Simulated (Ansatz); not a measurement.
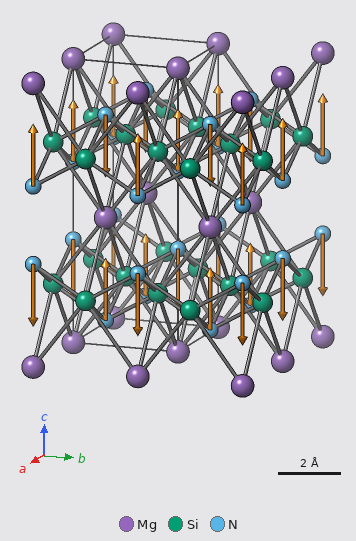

This is a relaxation of solid MgSi$_{2}$N$_{2}$ (a generated structure, set up in I4/mmm) (coarse preliminary run). The starting structure is drawn; orange arrows show the displacements (the part carried along by the change of the cell is left out), magnified 2 times.

The picture is a ball-and-stick view of the conventional cell (2 times the calculation's cell), repeated 2 × 2 × 1 with one cell outlined, seen slightly off an axis. Lengths and directions refer to the drawn axes.

All numbers below come from Ansatz, DFT PBE, scalar-relativistic, plane waves, PAW. Settings: plane-wave cutoff 420 eV; k-point mesh 6 × 6 × 6; occupations gaussian; smearing width 0.1 eV; no spin polarisation; cell and atoms relaxed; force threshold 0.04 eV/Å; at most 70 steps.

> Which element moves most?

Nitrogen: up to 1.06 Å, against 0.00 Å for magnesium.

> What did the optimiser do to the structure, and how much energy did it gain?

The energy falls by 3.253 eV per cell of the calculation in 8 accepted moves (9 points after the start). Largest force component: 2.1 eV/Å at the start, 0.026 eV/Å at the end. Pressure: 1.24 GPa at the start and 0.13 GPa at the end. The SCF was repeated once at an unchanged geometry on a basis and grid sized afresh for the cell, which shifted the energy by 12.4 meV per cell of the calculation at most. The largest moves relative to the cell, 1.06 Å, are those of N atoms. Mg and Si stay in place. The volume changes by +3.9 %, with a = b 3.661 → 3.836 Å (+4.8 %), c 9.525 → 9.014 Å (−5.4 %). Some distances before and after: Mg–N 3.453 → 2.212 Å, N–Si 2.121 → 1.919 Å, Mg–Si 3.003 → 2.959 Å. Among the angles between lasting bonds that change: Si–N–Si 119.3° → 177.5°, Si–N–Si 75.2° → 90.0°. The space group stays I4/mmm (No. 139).
